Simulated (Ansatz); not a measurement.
The structure in question:

```
CELL_PARAMETERS angstrom
2.91996 0.00000 0.00000
-1.45998 2.52876 0.00000
0.00000 0.00000 5.71065
ATOMIC_POSITIONS crystal
Ti 0.33333 0.66667 0.25000
Ti 0.66667 0.33333 0.75000
O 0.00000 0.00000 0.00000
O 0.00000 0.00000 0.50000
```

> Describe what this structure looks like.

The solid is TiO. Its lattice is primitive hexagonal, its space group P6_3/mmc (No. 194). Prototype: anti-NiAs type. One cell contains 2 Ti, 2 O, 4 atoms in all. Counting contacts within bonding distance, the coordination numbers are Ti 12 and O 6. Not all metal-metal contacts are counted.

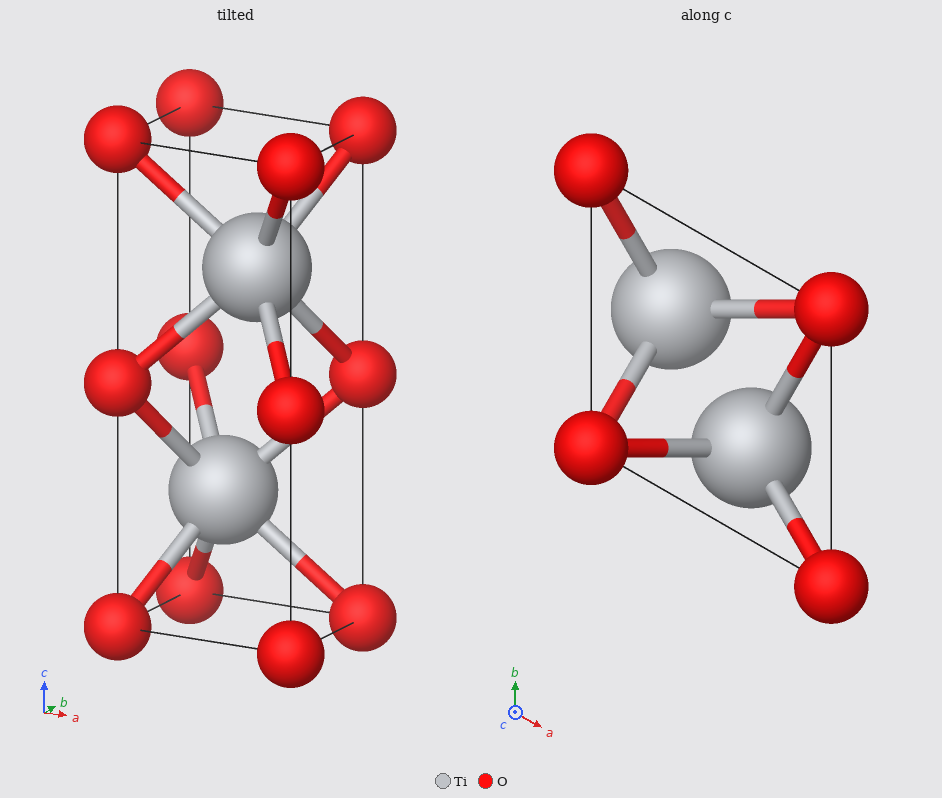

Crystal structure, ball-and-stick style, seen slightly off an axis and along the c axis. The parallelepiped is the conventional unit cell. Colours: titanium light grey, oxygen red.

The initial geometry was a structure listed in the Materials Project. It was relaxed at fixed volume with Ansatz, DFT r2SCAN, scalar-relativistic, plane waves, PAW.

At this level of theory the cell isn't at rest (stretched, at -19 GPa), so its distances can differ from those at equilibrium, the more so the softer the solid.
